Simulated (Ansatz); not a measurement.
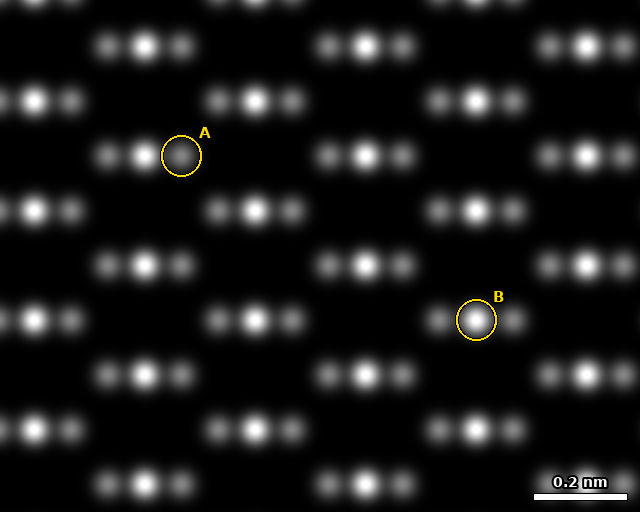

Dark-field STEM-like image of Pt (P6_3/mmc, No. 194) along [201]. Simulation: incoherent imaging, intensity Z^1.6 per atom, probe width 0.51 Å, thin sample. Structure: the end point of a relaxation with DFT, PBE, plane waves (420 eV) with PAW, scalar-relativistic in Ansatz; the starting structure was generated, so it need not be a known form of this composition.

```cif
data_structure
_symmetry_space_group_name_H-M 'P 1'
_symmetry_Int_Tables_number 1
_cell_length_a 2.7908
_cell_length_b 2.7908
_cell_length_c 9.3184
_cell_angle_alpha 90.000
_cell_angle_beta 90.000
_cell_angle_gamma 120.000
_cell_volume 62.85
loop_
_atom_site_label
_atom_site_type_symbol
_atom_site_fract_x
_atom_site_fract_y
_atom_site_fract_z
_atom_site_occupancy
Pt1 Pt 0.00000 0.00000 0.00000 1
Pt2 Pt 0.00000 0.00000 0.50000 1
Pt3 Pt 0.33333 0.66667 0.25000 1
Pt4 Pt 0.66667 0.33333 0.75000 1
```

Which atoms make up the marked columns?

A: Pt (1 Pt per 10.86 Å along the beam; about 50 % of the brightest peak). B: Pt (2 Pt per 10.86 Å along the beam; the brightest kind). Brightness is counted from the darkest point of the image.
